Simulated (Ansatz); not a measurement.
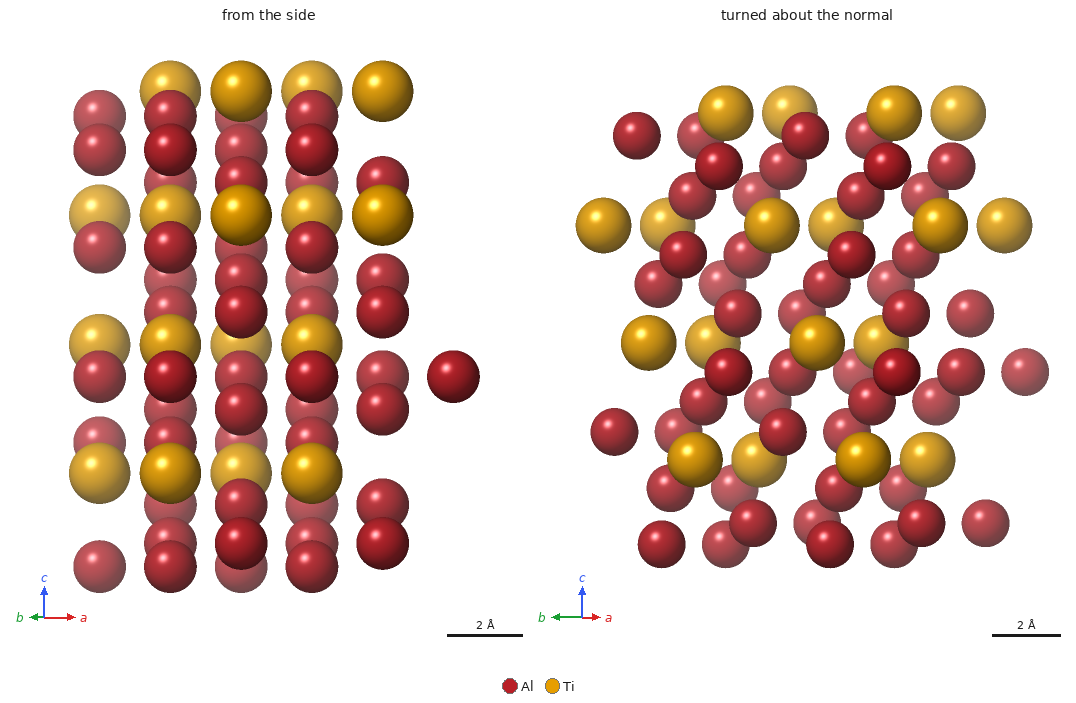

A spheres-only picture of a periodic slab, seen from the side and turned about the normal. The surface normal points up in side views; the vacuum is left out. 2×2 cells are drawn in the plane, with atoms at the edges repeated.

The cell holds 4 Ti, 12 Al. The slab was cut from bulk TiAl3 (I4/mmm).

**What is exposed at the top and at the bottom?**

The top face ends in Ti, the bottom face in Al. The faces differ, so the slab can carry a dipole.

**Estimate the thickness.**

About 13 Å from the lowest to the highest atom.

**Which (hkl) is this?**

(1 0 1).

All computed values are from DFT r2SCAN, scalar-relativistic, plane waves, PAW in Ansatz 0.2.0. Settings: cutoff 500 eV, a 10×8×1 sampling of the Brillouin zone, Gaussian smearing of 0.1 eV, no spin polarisation.

**Predict the work functions of both surfaces.**

3.03 eV at the top and 4.62 eV at the bottom.

Starting structure: a structure listed in the Materials Project, from which a slab was cut. The atoms were relaxed in a fixed cell with DFT r2SCAN, scalar-relativistic, plane waves, PAW in Ansatz 0.2.0.
